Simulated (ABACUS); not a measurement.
# Band-structure run, with input and output: CdF2 (part 2 of 2)

CdF2 (Fm-3m, 3 atoms in the cell); Kohn-Sham DFT of a periodic cell, PBEsol, GBRV ultrasoft 1.5 PBEsol, no spin polarisation (ABACUS 3.10.1); cutoff 544.23 eV, 7×7×7 k-mesh, fermi-dirac of 0.05 eV. The structure derives from an entry of the Crystallography Open Database.

Geometry of the input (Å; fractional positions):
```
0.0000  2.6940  2.6940
2.6940  0.0000  2.6940
2.6940  2.6940  0.0000
Cd 0.0000  0.0000  0.0000
F  0.7500  0.7500  0.7500
F  0.2500  0.2500  0.2500
```

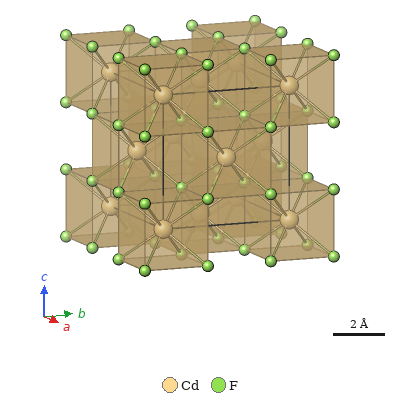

Figure 1. The structure (polyhedral view of the cell 4 times as large as that of the calculation, set on its symmetry axes, seen slightly off an axis; polyhedra are completed across the faces of the cell). An atom can appear more than once, as a periodic image.

### Output, continued
```
 number of pseudo atomic orbitals for Cd is 3
WARNING: norm of atomic wavefunction # 2 of atomic type Cd is 0.999991, renormalized
WARNING: norm of atomic wavefunction # 3 of atomic type Cd is 0.999052, renormalized

 number of pseudo atomic orbitals for F is 2

 -------------------------------------------
 SELF-CONSISTENT
 -------------------------------------------
                                 init_chg = atomic

 PW ALGORITHM --------------- ION=   1  ELEC=   1--------------------------------

 Notice: Threshold on eigenvalues was too large.
 hsover_error=0.26 > DRHO=0.0906115
 Origin diag ethr = 0.01
 New diag ethr = 0.000348506

 Density error is 0.0921912631082
                          Error Threshold = 0.000348505807334
----------------------------------------------------------
     Energy           Rydberg                 eV
----------------------------------------------------------
 E_KohnSham     -211.6405815276      -2879.5178368086
 E_Harris       -210.1267549891      -2858.9211701022
 E_Fermi        0.4275100289         5.8165723449
----------------------------------------------------------

 PW ALGORITHM --------------- ION=   1  ELEC=   2--------------------------------

 Density error is 0.058302594834
                          Error Threshold = 0.000354581781185
----------------------------------------------------------
     Energy           Rydberg                 eV
----------------------------------------------------------
 E_KohnSham     -211.6592837573      -2879.7722936985
 E_Harris       -213.2207235566      -2901.0167720522
 E_Fermi        0.4696035417         6.3892839675
----------------------------------------------------------

 PW ALGORITHM --------------- ION=   1  ELEC=   3--------------------------------

 Density error is 0.00167079596697
                          Error Threshold = 0.000224240749362
----------------------------------------------------------
     Energy           Rydberg                 eV
----------------------------------------------------------
 E_KohnSham     -211.6711855621      -2879.9342260593
 E_Harris       -211.5067060044      -2877.6963668703
 E_Fermi        0.4686578028         6.3764165299
----------------------------------------------------------

 PW ALGORITHM --------------- ION=   1  ELEC=   4--------------------------------

 Density error is 6.05422319524e-06
                          Error Threshold = 6.42613833452e-06
----------------------------------------------------------
     Energy           Rydberg                 eV
----------------------------------------------------------
 E_KohnSham     -211.6713816129      -2879.9368934679
 E_Harris       -211.6722482466      -2879.9486846241
 E_Fermi        0.4750414257         6.4632701752
----------------------------------------------------------

 PW ALGORITHM --------------- ION=   1  ELEC=   5--------------------------------

 Density error is 9.92580008086e-07
                          Error Threshold = 2.32854738278e-08
----------------------------------------------------------
     Energy           Rydberg                 eV
----------------------------------------------------------
 E_KohnSham     -211.6713842302      -2879.9369290775
 E_Harris       -211.6670508591      -2879.8779705394
 E_Fermi        0.4750338851         6.4631675798
----------------------------------------------------------

 PW ALGORITHM --------------- ION=   1  ELEC=   6--------------------------------

 Density error is 5.14201979642e-08
                          Error Threshold = 3.81761541572e-09
----------------------------------------------------------
     Energy           Rydberg                 eV
----------------------------------------------------------
 E_KohnSham     -211.6713844813      -2879.9369324947
 E_Harris       -211.6716172317      -2879.9400992254
 E_Fermi        0.4751199589         6.4643386750
----------------------------------------------------------

 PW ALGORITHM --------------- ION=   1  ELEC=   7--------------------------------

 Density error is 5.45832393887e-09
                          Error Threshold = 1.9776999217e-10
----------------------------------------------------------
     Energy           Rydberg                 eV
----------------------------------------------------------
 E_KohnSham     -211.6713845036      -2879.9369327975
 E_KS(sigma->0) -211.6713845036      -2879.9369327975
 E_Harris       -211.6710700444      -2879.9326543616
 E_band         -1.8194018293        -24.7542318296
 E_one_elec     -60.0567112968       -817.1134767769
 E_Hartree      51.8774173371        705.8284733092
 E_xc           -57.5675528974       -783.2467393206
 E_Ewald        -145.9245376466      -1985.4051900092
 E_entropy(-TS) -0.0000000000        -0.0000000000
 E_descf        0.0000000000         0.0000000000
 E_exx          0.0000000000         0.0000000000
 E_Fermi        0.4751423259         6.4646429932
----------------------------------------------------------

 charge density convergence is achieved
 final etot is -2879.9369328 eV
 EFERMI = 6.4646429932 eV

 STATE ENERGY(eV) AND OCCUPATIONS    NSPIN == 1
 1/5 kpoint (Cartesian) = 0.0000 0.0000 0.0000 (1139 pws)
       1       -16.0774     0.00583090
       2       -14.9461     0.00583090
       3      -0.960238     0.00583090
       4      -0.960238     0.00583090
       5      -0.960238     0.00583090
       6       0.297451     0.00583090
       7       0.297451     0.00583090
       8        3.63854     0.00583090
       9        3.63854     0.00583090
      10        3.63854     0.00583090
      11        4.18393     0.00583090
      12        4.18393     0.00583090
      13        4.18393     0.00583090
      14        7.54739    2.29662e-12
      15        17.1285        0.00000
      16        17.1285        0.00000
      17        17.1285        0.00000
      18        22.0252        0.00000
      19        24.4235        0.00000
      20        24.4235        0.00000
      21        27.9244        0.00000
      22        27.9244        0.00000
      23        27.9244        0.00000

 2/5 kpoint (Cartesian) = 0.10102 0.10102 0.10102 (1131 pws)
       1       -16.0117      0.0466472
       2       -15.0034      0.0466472
       3      -0.883178      0.0466472
       4      -0.883178      0.0466472
       5      -0.742879      0.0466472
       6       0.273921      0.0466472
       7       0.273921      0.0466472
       8        3.04702      0.0466472
       9        3.50670      0.0466472
      10        3.50670      0.0466472
      11        4.00831      0.0466472
      12        4.19174      0.0466472
      13        4.19174      0.0466472
      14        8.30209    5.11617e-18
      15        16.2499    4.73315e-87
      16        17.4297        0.00000
      17        17.4297        0.00000
      18        23.2595        0.00000
      19        23.9063        0.00000
      20        23.9063        0.00000
      21        27.5672        0.00000
      22        27.8955        0.00000
      23        27.8955        0.00000

 3/5 kpoint (Cartesian) = 0.20203 0.20203 0.20203 (1125 pws)
       1       -15.8374      0.0466472
       2       -15.1558      0.0466472
       3      -0.720899      0.0466472
       4      -0.720899      0.0466472
       5      -0.175979      0.0466472
       6       0.268869      0.0466472
       7       0.268869      0.0466472
       8        2.22565      0.0466472
       9        3.15306      0.0466472
      10        3.15306      0.0466472
      11        3.30952      0.0466472
      12        4.23093      0.0466472
      13        4.23093      0.0466472
      14        9.87959    1.01620e-31
      15        14.9331    1.29665e-75
      16        18.1667        0.00000
      17        18.1667        0.00000
      18        23.1660        0.00000
      19        23.1660        0.00000
      20        23.8940        0.00000
      21        26.4021        0.00000
      22        27.8463        0.00000
      23        27.8463        0.00000

 4/5 kpoint (Cartesian) = 0.30305 0.30305 0.30305 (1143 pws)
       1       -15.6094      0.0466472
       2       -15.3632      0.0466472
       3      -0.620704      0.0466472
       4      -0.620704      0.0466472
       5       0.348430      0.0466472
       6       0.348430      0.0466472
       7       0.437882      0.0466472
       8        1.81548      0.0466472
       9        2.49104      0.0466472
      10        2.81102      0.0466472
      11        2.81102      0.0466472
      12        4.26921      0.0466472
      13        4.26921      0.0466472
      14        11.3863    8.31791e-45
      15        13.8415    3.92929e-66
      16        18.8411        0.00000
      17        18.8411        0.00000
      18        22.7569        0.00000
      19        22.7569        0.00000
      20        23.2107        0.00000
      21        25.7389        0.00000
      22        27.8354        0.00000
      23        27.8354        0.00000

 5/5 kpoint (Cartesian) = 0.0000 0.0000 0.20203 (1138 pws)
       1       -15.9919      0.0349854
       2       -15.0191      0.0349854
       3      -0.845848      0.0349854
       4      -0.845848      0.0349854
       5      -0.685130      0.0349854
       6       0.182685      0.0349854
       7       0.319922      0.0349854
       8        2.92084      0.0349854
       9        3.34472      0.0349854
      10        3.34472      0.0349854
      11        4.17616      0.0349854
      12        4.21831      0.0349854
      13        4.21831      0.0349854
      14        8.47791    1.13979e-19
      15        16.0918    8.38330e-86
      16        17.4772        0.00000
      17        17.4772        0.00000
      18        22.3954        0.00000
      19        24.4235        0.00000
      20        24.5652        0.00000
      21        27.0746        0.00000
      22        28.2277        0.00000
      23        28.2277        0.00000

------------------------------------------------------------------------------------------
 TOTAL-FORCE (eV/Angstrom)
------------------------------------------------------------------------------------------
                       Cd1         0.0000000000         0.0000000000         0.0000000000
                        F1         0.0000000000         0.0000000000         0.0000000000
                        F2         0.0000000000         0.0000000000         0.0000000000
------------------------------------------------------------------------------------------

----------------------------------------------------------------
 TOTAL-STRESS (KBAR)
----------------------------------------------------------------
        -2.9845236166         0.0000000000         0.0000000000
         0.0000000000        -2.9845236166         0.0000000000
        -0.0000000000         0.0000000000        -2.9845236166
----------------------------------------------------------------
 TOTAL-PRESSURE: -2.984524 KBAR

 --------------------------------------------
 !FINAL_ETOT_IS -2879.9369327975059605 eV
 --------------------------------------------
```
